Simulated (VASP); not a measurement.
## RPA total energies of ZnSe (Stilleite)

Aim: total energies of ZnSe (Stilleite) from exact exchange and RPA correlation, beside cheaper functionals. The scan starts from a database cell, scaled to the smallest volume of the series. The cell is of the zinc-blende type, one of the forms listed for this formula. The start is a cell from a database of measured crystal structures.

Program: VASP 6.6.1. Level of theory: LDA; plane waves and PAW (Se_GW, Zn_GW), in the first sound run; inputs show where later runs differ. Results are calculated unless marked as measured.

## 1. The structure

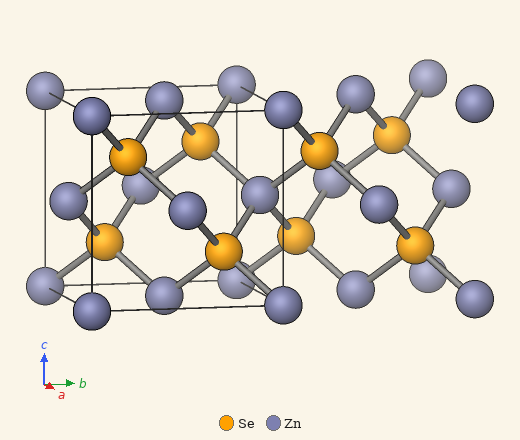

The starting structure, seen slightly off an axis (selenium orange, zinc blue). 1×2×1 cells are drawn. This picture shows the conventional cell, with its axes. Bonds to atoms that aren't drawn are left out. Some periodic images of atoms are drawn too.

## 2. Orbitals, volume ratio 0.92

RPA gives no stress here, so the energy is scanned over volumes, at one cutoff and mesh. Volumes are given as ratios to a reference cell, and this first cell is that cell scaled to 0.92. Each point starts from LDA orbitals, tightly converged.

File INCAR:

```
SYSTEM = ZnSe
PREC = Accurate
ENCUT = 370
EDIFF = 1E-08
NELM = 100
ISMEAR = 0
SIGMA = 0.05
LREAL = .FALSE.
ALGO = Normal
GGA = CA
NBANDS = 15
LORBIT = 11
LWAVE = .TRUE.
LCHARG = .FALSE.
KPAR = 4
```

File POSCAR:

```
ZnSe
1.0
    0.0000000000      2.7561222157      2.7561222157
    2.7561222157      0.0000000000      2.7561222157
    2.7561222157      2.7561222157      0.0000000000
Se Zn
1 1
Direct
    0.7500000000      0.7500000000      0.7500000000
    0.0000000000      0.0000000000      0.0000000000
```

File KPOINTS:

```
Automatic mesh
0
Gamma
5 5 5
0 0 0
```

The projector-augmented-wave data sets are Se_GW and Zn_GW (LDA family, release 64).

Run with:

```
$ mpirun -np 4 vasp_std
```

Log:

```text
[banner, memory and clock lines left out]
running    4 mpi-ranks, on    1 nodes
 distrk:  each k-point on    1 cores,    4 groups
 distr:  one band on    1 cores,    1 groups

 POSCAR found type information on POSCAR SeZn
 POSCAR found :  2 types and       2 ions
 LDA part: xc-table for (Slater(with rela. corr.)+CA(PZ))
 , standard interpolation
 POSCAR, INCAR and KPOINTS ok, starting setup
 FFT: planning ... GRIDC
 FFT: planning ... GRID_SOFT
 FFT: planning ... GRID
 WAVECAR not read
 entering main loop
       N       E                     dE             d eps       ncg     rms          rms(c)
DAV:   1     0.108952451800E+03    0.10895E+03   -0.71958E+03   308   0.173E+03
DAV:   2    -0.203643140685E+00   -0.10916E+03   -0.10354E+03   342   0.287E+02
DAV:   3    -0.752893368499E+01   -0.73253E+01   -0.72258E+01   453   0.745E+01
DAV:   4    -0.767689769310E+01   -0.14796E+00   -0.14793E+00   374   0.871E+00
DAV:   5    -0.767954788623E+01   -0.26502E-02   -0.26502E-02   460   0.133E+00    0.268E+00
DAV:   6    -0.739123568728E+01    0.28831E+00   -0.78622E-01   471   0.570E+01    0.123E+00
DAV:   7    -0.735492726084E+01    0.36308E-01   -0.21120E-01   423   0.132E+01    0.613E-01
DAV:   8    -0.734772698492E+01    0.72003E-02   -0.91538E-03   513   0.419E+00    0.262E-01
DAV:   9    -0.734639033221E+01    0.13367E-02   -0.20794E-03   499   0.835E-01    0.225E-02
DAV:  10    -0.734639854678E+01   -0.82146E-05   -0.10139E-04   470   0.221E-01    0.111E-02
DAV:  11    -0.734640229398E+01   -0.37472E-05   -0.45132E-06   395   0.446E-02    0.174E-03
DAV:  12    -0.734640228883E+01    0.51493E-08   -0.41696E-07   504   0.273E-02    0.848E-04
DAV:  13    -0.734640229083E+01   -0.19998E-08   -0.44424E-08   380   0.807E-03
   1 F= -.73464023E+01 E0= -.73464023E+01  d E =-.347667E-13
 writing wavefunctions
```

Elapsed: 2 s, on 4 MPI ranks of Intel Xeon Platinum 8488C (Sapphire Rapids), shared host; peak memory 0.47 GiB.

The logs omit lines about the potential files and the build; timing stands in the text.

From OUTCAR (step 2):

```text
ion  position               nearest neighbor table
   1  0.750  0.750  0.750-   2 2.39   2 2.39   2 2.39   2 2.39
   2  0.000  0.000  0.000-   1 2.39   1 2.39   1 2.39   1 2.39

  LATTYP: Found a face centered cubic cell.
 ALAT       =     5.5122444314

 Subroutine GETGRP returns: Found 24 space group operations
 (whereof 24 operations were pure point group operations)

The static configuration has the point symmetry T_d .

 Found     10 irreducible k-points:

   k-points           NKPTS =     10   k-points in BZ     NKDIM =     10   number of bands    NBANDS=     15

   dimension x,y,z NGX =    24 NGY =   24 NGZ =   24
   dimension x,y,z NGXF=    48 NGYF=   48 NGZF=   48

   ENCUT  =  370.0 eV  27.19 Ry    5.21 a.u.   6.11  6.11  6.11*2*pi/ulx,y,z

   NELECT =      18.0000    total number of electrons

 k-points in reciprocal lattice and weights: Automatic mesh
   0.00000000  0.00000000  0.00000000       0.008
   0.20000000  0.00000000  0.00000000       0.064
   0.40000000  0.00000000  0.00000000       0.064
   0.20000000  0.20000000  0.00000000       0.048
   0.40000000  0.20000000  0.00000000       0.192
  -0.40000000  0.20000000  0.00000000       0.192
  -0.20000000  0.20000000  0.00000000       0.096
   0.40000000  0.40000000  0.00000000       0.048
  -0.40000000  0.40000000  0.00000000       0.096
  -0.40000000  0.40000000  0.20000000       0.192

 average (electrostatic) potential at core
       1 -60.4656       2 -65.7131

 E-fermi :   3.6375

 k-point     1 :       0.0000    0.0000    0.0000
  band No.  band energies     occupation
    ...
      5      -3.1813      2.00000
      6      -3.1813      2.00000
      7       3.3942      2.00000
      8       3.3942      2.00000
      9       3.3942      2.00000
     10       4.7907      0.00000
     11       9.0526      0.00000
     12       9.0526      0.00000
     13       9.0526      0.00000
     14      13.3587      0.00000
    ...

 k-point     2 :       0.2000    0.0000    0.0000
  band No.  band energies     occupation
    ...
      5      -3.1836      2.00000
      6      -3.1836      2.00000
      7       0.8025      2.00000
      8       2.9932      2.00000
      9       2.9932      2.00000
     10       6.1484      0.00000
     11       9.4869      0.00000
     12       9.6211      0.00000
     13       9.6211      0.00000
     14      13.7899      0.00000
    ...

 k-point     3 :       0.4000    0.0000    0.0000
  band No.  band energies     occupation
    ...
      5      -3.1654      2.00000
      6      -3.1654      2.00000
      7      -1.8166      2.00000
      8       2.4685      2.00000
      9       2.4685      2.00000
     10       5.9609      0.00000
     11       9.7066      0.00000
     12       9.7066      0.00000
     13      11.6930      0.00000
     14      13.9568      0.00000
    ...

  Total        0.7058501      0.7058501      0.7058501      0.0000000      0.0000000     -0.0000000
  in kB       27.0083239     27.0083239     27.0083239      0.0000000      0.0000000     -0.0000000
  external PRESSURE =      27.0083239 kB  Pullay stress =       0.0000000 kB

  energy-cutoff  :      370.00
  volume of cell :       41.87
      direct lattice vectors                 reciprocal lattice vectors
     0.000000000  2.756122216  2.756122216    -0.181414306  0.181414306  0.181414306
     2.756122216  0.000000000  2.756122216     0.181414306 -0.181414306  0.181414306
     2.756122216  2.756122216  0.000000000     0.181414306  0.181414306 -0.181414306

 POSITION                                       TOTAL-FORCE (eV/Angst)
 -----------------------------------------------------------------------------------
      4.13418      4.13418      4.13418        -0.000000     -0.000000     -0.000000
      0.00000      0.00000      0.00000         0.000000      0.000000      0.000000
 -----------------------------------------------------------------------------------
    total drift:                                0.000002      0.000002      0.000002

  FREE ENERGIE OF THE ION-ELECTRON SYSTEM (eV)
  ---------------------------------------------------
  free  energy   TOTEN  =        -7.3464022908 eV

  energy  without entropy=       -7.3464022908  energy(sigma->0) =       -7.34640229

 total charge
# of ion       s       p       d       tot
------------------------------------------
    1        1.422   2.423   0.038   3.882
    2        0.540   0.512   9.766  10.817
--------------------------------------------------
tot          1.961   2.935   9.803  14.699

[... 3 further parts left out ...]
```

The gap is read on the k-mesh alone, so it is an upper bound where the band edges lie off the mesh.

A gap read on the k-mesh alone can miss the band edges.

Numbers from this step:

```yaml
free_energy_toten: -7.346 eV
fermi_energy: 3.638 eV
pressure: 2.701 GPa
gap_on_the_k_mesh: 1.397 eV
least_direct_gap_on_the_k_mesh: 1.397 eV
```

## 3. Exact exchange, volume ratio 0.92

This step: Hartree-Fock energy on LDA orbitals; plane waves and PAW (Se_GW, Zn_GW) (VASP 6.6.1).

The Hartree-Fock energy is evaluated once on these orbitals (ALGO = Eigenval, NELM = 1), without letting them relax. It uses the mesh of the correlation step, and the total energy is their sum.

File INCAR:

```
SYSTEM = ZnSe
PREC = Accurate
ENCUT = 370
ISMEAR = 0
SIGMA = 0.05
LREAL = .FALSE.
GGA = CA
NBANDS = 15
ALGO = Eigenval
NELM = 1
LHFCALC = .TRUE.
AEXX = 1
ALDAC = 0
AGGAC = 0
PRECFOCK = Normal
LWAVE = .FALSE.
LCHARG = .FALSE.
```

POSCAR is that of step 2.

KPOINTS is that of step 2.

The run starts from files that an earlier step left in the folder.

Run with:

```
$ mpirun -np 4 vasp_std
```

Log:

```text
[banner, memory and clock lines left out]
running    4 mpi-ranks, on    1 nodes
 distrk:  each k-point on    4 cores,    1 groups
 distr:  one band on    1 cores,    4 groups

 POSCAR found type information on POSCAR SeZn
 POSCAR found :  2 types and       2 ions
 LDA part: xc-table for (Slater(with rela. corr.)+CA(PZ))
 , standard interpolation
|                                                                             |
|           W    W    AA    RRRRR   N    N  II  N    N   GGGG   !!!           |
|           W    W   A  A   R    R  NN   N  II  NN   N  G    G  !!!           |
|           W    W  A    A  R    R  N N  N  II  N N  N  G       !!!           |
|           W WW W  AAAAAA  RRRRR   N  N N  II  N  N N  G  GGG   !            |
|           WW  WW  A    A  R   R   N   NN  II  N   NN  G    G                |
|           W    W  A    A  R    R  N    N  II  N    N   GGGG   !!!           |
|                                                                             |
|     The number of bands has been changed from the values supplied in        |
|     The orbitals not found in the WAVECAR file will be initialized with     |
|     random numbers, which is usually adequate. For correlated               |
|     calculations, however, you should redo the groundstate calculation.     |
|     I found NBANDS = 15. Now, NBANDS = 16.                                  |
|                                                                             |

 found WAVECAR, reading the header
  number of bands has changed, file:    15 present:    16
  trying to continue reading WAVECAR, but it might fail
 POSCAR, INCAR and KPOINTS ok, starting setup
 FFT: planning ... GRIDC
 FFT: planning ... GRID_SOFT
 FFT: planning ... GRID
 reading WAVECAR
 random initialization beyond band           15
 the WAVECAR file was read successfully
 initial charge from wavefunction
 entering main loop
       N       E                     dE             d eps       ncg     rms          rms(c)
EIG:   1    -0.106070612238E+02   -0.10607E+02    0.00000E+00     0   0.000E+00
   1 F= -.10607061E+02 E0= -.10607061E+02  d E =-.357503E-22
```

Wall time 29 s (4 MPI ranks); peak memory 0.43 GiB.

Parts of OUTCAR (step 3):

```text
The static configuration has the point symmetry T_d .

 Found     10 irreducible k-points:

   k-points           NKPTS =     10   k-points in BZ     NKDIM =    125   number of bands    NBANDS=     16

   NELECT =      18.0000    total number of electrons

  exchange ACFDT corr.  =         0.00000000  see jH, gK, PRB 81, 115126

 E-fermi :   3.7273

 k-point     1 :       0.0000    0.0000    0.0000
  band No.  band energies     occupation
    ...
      5     -14.5054      2.00000
      6     -14.5054      2.00000
      7       0.6429      2.00000
      8       0.6429      2.00000
      9       0.6429      2.00000
     10       9.5244      0.00000
     11      14.1482      0.00000
     12      14.1482      0.00000
     13      14.1482      0.00000
     14      19.6661      0.00000
    ...

 k-point     2 :       0.2000    0.0000    0.0000
  band No.  band energies     occupation
    ...
      5     -14.5065      2.00000
      6     -14.5065      2.00000
      7      -2.6614      2.00000
      8       0.1881      2.00000
      9       0.1881      2.00000
     10      10.9548      0.00000
     11      14.6715      0.00000
     12      14.8539      0.00000
     13      14.8539      0.00000
     14      19.2350      0.00000
    ...

 POSITION                                       TOTAL-FORCE (eV/Angst)
 -----------------------------------------------------------------------------------
      4.13418      4.13418      4.13418        -0.000000     -0.000000     -0.000000
      0.00000      0.00000      0.00000         0.000000      0.000000      0.000000
 -----------------------------------------------------------------------------------
    total drift:                                0.000001      0.000002      0.000002

  FREE ENERGIE OF THE ION-ELECTRON SYSTEM (eV)
  ---------------------------------------------------
  free  energy   TOTEN  =       -10.6070612238 eV

  energy  without entropy=      -10.6070612238  energy(sigma->0) =      -10.60706122

[... 7 parts as in an earlier step ...]

[... 5 further parts left out ...]
```

The k-mesh is coarse for unscreened exact exchange, which converges slowly with it.

This step gave:

* free energy (TOTEN): -10.61 eV

The Hartree-Fock energy on these orbitals is -5.3035 eV an atom.

## 4. Empty bands, volume ratio 0.92

This step: LDA; plane waves and PAW (Se_GW, Zn_GW) (VASP 6.6.1).

The next step needs empty bands that the ground-state run didn't converge, so the Hamiltonian is diagonalised exactly for NBANDS bands, in a single step. LOPTICS writes the k-derivatives of the orbitals (WAVEDER), which give the long-wavelength limit of the screening.

File INCAR:

```
SYSTEM = ZnSe
PREC = Accurate
ENCUT = 370
ISMEAR = 0
SIGMA = 0.05
LREAL = .FALSE.
GGA = CA
NBANDS = 684
ALGO = Exact
NELM = 1
LWAVE = .TRUE.
LCHARG = .FALSE.
LOPTICS = .TRUE.
NEDOS = 1000
CSHIFT = 0.1
```

POSCAR is that of step 3.

KPOINTS is that of step 3.

Run with:

```
$ mpirun -np 4 vasp_std
```

Log:

```text
[banner, memory and clock lines left out]
running    4 mpi-ranks, on    1 nodes
 distrk:  each k-point on    4 cores,    1 groups
 distr:  one band on    1 cores,    4 groups

 POSCAR found type information on POSCAR SeZn
 POSCAR found :  2 types and       2 ions
 LDA part: xc-table for (Slater(with rela. corr.)+CA(PZ))
 , standard interpolation
 found WAVECAR, reading the header
  number of bands has changed, file:    15 present:   684
  trying to continue reading WAVECAR, but it might fail
 POSCAR, INCAR and KPOINTS ok, starting setup
 FFT: planning ... GRIDC
 FFT: planning ... GRID_SOFT
 FFT: planning ... GRID
 reading WAVECAR
 random initialization beyond band           15
 the WAVECAR file was read successfully
 initial charge from wavefunction
 entering main loop
       N       E                     dE             d eps       ncg     rms          rms(c)
DIA:   1    -0.734640229155E+01   -0.73464E+01    0.00000E+00     0   0.000E+00
   1 F= -.73464023E+01 E0= -.73464023E+01  d E =-.153152E-48
 writing wavefunctions
 optical routines
 imaginary and real dielectric function
 recalculating local potential from charge density
 direction            1
 direction            2
 direction            3
```

The job ended after 6 s (4 MPI ranks; peak memory 0.62 GiB).

Parts of OUTCAR (step 4):

```text
The static configuration has the point symmetry T_d .

 Found     10 irreducible k-points:

   k-points           NKPTS =     10   k-points in BZ     NKDIM =     10   number of bands    NBANDS=    684

   NELECT =      18.0000    total number of electrons

 E-fermi :   3.9068

 k-point     1 :       0.0000    0.0000    0.0000
  band No.  band energies     occupation
    ...
      5      -3.1814      2.00000
      6      -3.1814      2.00000
      7       3.3942      2.00000
      8       3.3942      2.00000
      9       3.3942      2.00000
     10       4.7907      0.00000
     11       9.0526      0.00000
     12       9.0526      0.00000
     13       9.0526      0.00000
     14      13.3587      0.00000
    ...

 k-point     2 :       0.2000    0.0000    0.0000
  band No.  band energies     occupation
    ...
      5      -3.1837      2.00000
      6      -3.1837      2.00000
      7       0.8025      2.00000
      8       2.9932      2.00000
      9       2.9932      2.00000
     10       6.1484      0.00000
     11       9.4869      0.00000
     12       9.6210      0.00000
     13       9.6210      0.00000
     14      13.7899      0.00000
    ...

  Total        0.7091547      0.7091547      0.7091547     -0.0000000     -0.0000000     -0.0000000
  in kB       27.1347699     27.1347699     27.1347699     -0.0000000     -0.0000000     -0.0000000
  external PRESSURE =      27.1347699 kB  Pullay stress =       0.0000000 kB

  FREE ENERGIE OF THE ION-ELECTRON SYSTEM (eV)
  ---------------------------------------------------
  free  energy   TOTEN  =        -7.3464022915 eV

  energy  without entropy=       -7.3464022915  energy(sigma->0) =       -7.34640229

 plasma frequency squared (from intraband transitions) (eV^2)
  --------------------------------------------------------------------------------------
       0.000       0.000      -0.000
      -0.000       0.000      -0.000
       0.000       0.000       0.000

[... 8 parts as in an earlier step ...]

[... 5 further parts left out ...]
```

WAVECAR now holds 684 bands for 18 electrons. Its independent-particle dielectric tensor has xx, yy, zz = 11.2, 11.2, 11.2 on this mesh, which isn't tested for convergence in mesh or bands and lacks local fields.

(Continued in part 2 of 6.)

[Lines on the potential files, build, host, timing and source positions are cut from VASP's logs without a mark.]

[Logs are printed without paths, hosts, clocks, repeated set-up lines and the standing remarks that a program may print on its own settings, such as how far it seeks lower states.]

[Hosts, paths, dates, database ids (printed as entryN), source tags and the programs' standing remarks are cut or masked in the printed files.]

[Pressures printed for these runs are not shown converged in the cutoff: they can be off by several GPa and have the wrong sign.]
